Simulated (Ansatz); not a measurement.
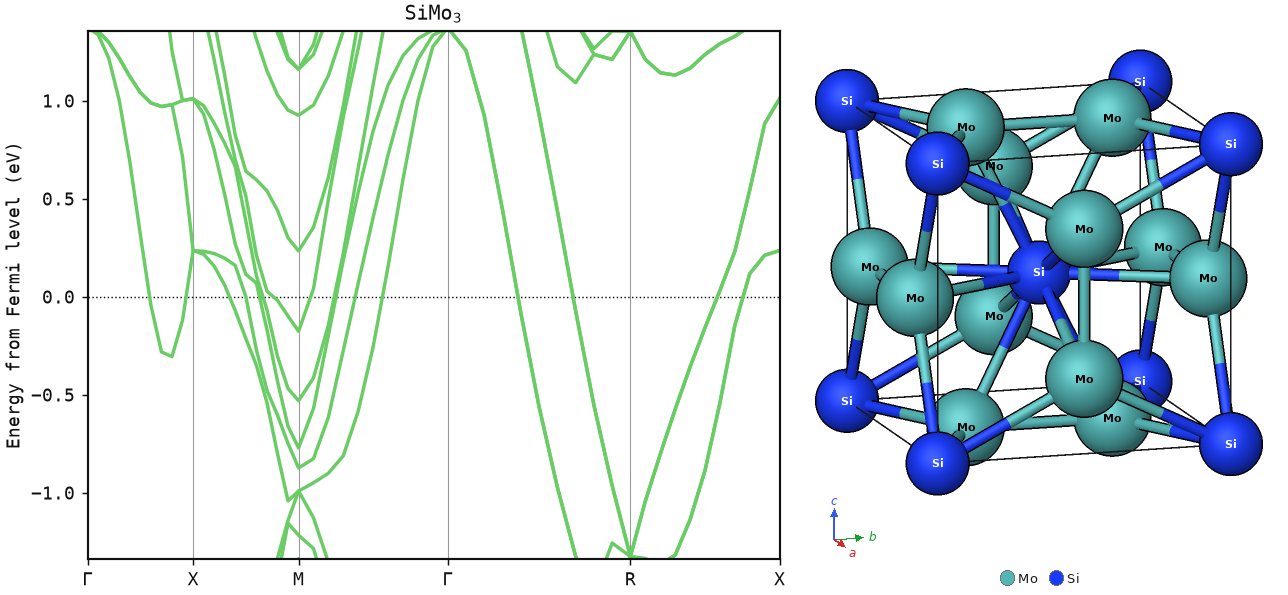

Figure made from data computed with Ansatz.

Band structure, beside the structure. Energies are counted from the Fermi level.

Input of the run:

```
crystal:
  lattice:
    - [4.85549504, 0.0, 0.0]
    - [0.0, 4.85549504, 0.0]
    - [0.0, 0.0, 4.85549504]
  atoms:
    - { symbol: Mo, position: [0.25, 0.0, 0.5] }
    - { symbol: Mo, position: [0.5, 0.75, 0.0] }
    - { symbol: Mo, position: [0.75, 0.0, 0.5] }
    - { symbol: Mo, position: [0.5, 0.25, 0.0] }
    - { symbol: Mo, position: [0.0, 0.5, 0.75] }
    - { symbol: Mo, position: [0.0, 0.5, 0.25] }
    - { symbol: Si, position: [0.0, 0.0, 0.0] }
    - { symbol: Si, position: [0.5, 0.5, 0.5] }
  symmetry: { tolerance: 0.0003 }
kpoints:
  mp_grid: { grid: [7, 7, 7], shift: [0, 0, 0] }
  band_path:
    path:
      - [0.0, 0.0, 0.0]
      - [0.0, 0.5, 0.0]
      - [0.5, 0.5, 0.0]
      - [0.0, 0.0, 0.0]
      - [0.5, 0.5, 0.5]
      - [0.0, 0.5, 0.0]
    npoints: 10
magnetization:
  spin_polarized: false
scf:
  occupations: { method: fermi_dirac }
  lower_state_search: "off"
  max_iter: 200
hamiltonian:
  pseudopotentials: { kind: paw }
  xc: mr2scan
basis:
  ecutwfc: 500
  fft_grid_basis: typed
output:
  forces: true
  stress: true
  eigenvalues: true
  bader: true
  populations: true
  elf: true
  write_potential: true
  volumetric_format: npy
  dos:
    e_range: [-12, 8]
    de: 0.05
    projected: { site_lists: { Mo: [Mo], Si: [Si] } }
checkpoint:
  read: saved_state
```

Question: Metal, semiconductor or insulator?

Answer: A metal: 5 bands cross the Fermi level along this path.

Question: On which lines of the path do bands cross the Fermi level?

Answer: Bands cross the Fermi level on every line of the path.
